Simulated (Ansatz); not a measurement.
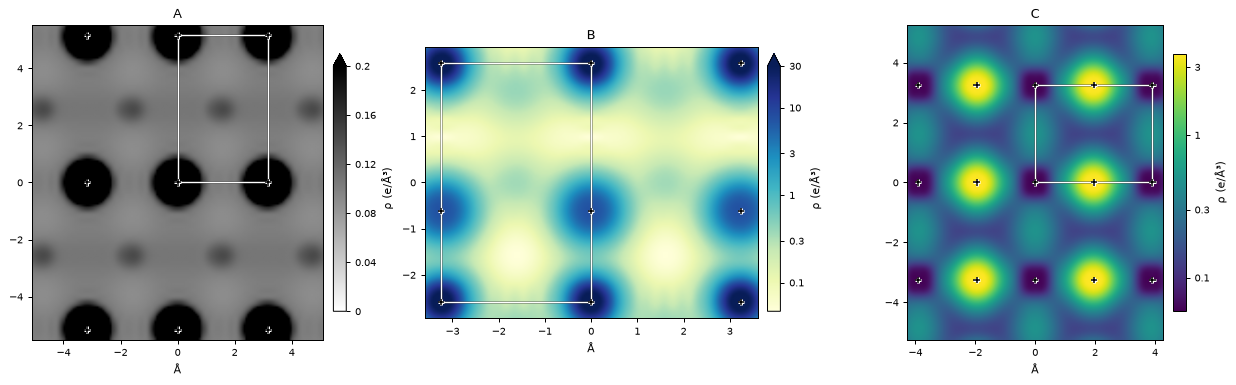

The valence electron density of 3 systems, each on a plane through atoms (crosses mark nuclei in the plane).

Method: DFT PBEsol, scalar-relativistic, plane waves, PAW in Ansatz.

System 1: AlN, the (11̄0) plane of the conventional cell. Space group P6₃/mmc; a generated structure, not necessarily the stable one; computed pressure about 20 GPa in this cell.

```xyz
4
Lattice="3.2618 0.0000 0.0000 -1.6309 2.8247 0.0000 0.0000 0.0000 3.9142" Properties=species:S:1:pos:R:3 pbc="T T T"
Al    0.0000    1.8832    0.9785
Al    1.6309    0.9416    2.9356
N     0.0000    1.8832    2.9355
N     1.6309    0.9416    0.9785
```

System 2: ZnO, the (100) plane of the conventional cell. Space group P6₃mc; a generated structure, not necessarily the stable one.

System 3: Mg, the (100) plane of the conventional cell. Space group P6₃/mmc.

> Match each panel to its system.

Panel A is system 3, Mg: the plane holds Mg. Mg–Mg (3.17 Å): ρ is about 0.1 e/Å³ halfway. Panel B is system 2, ZnO: the plane holds Zn and O. Zn–O (1.98 Å): ρ is about 0.62 e/Å³ halfway. Panel C is system 1, AlN: the plane holds Al and N. Al–N (1.96 Å): ρ is about 0.59 e/Å³ halfway.
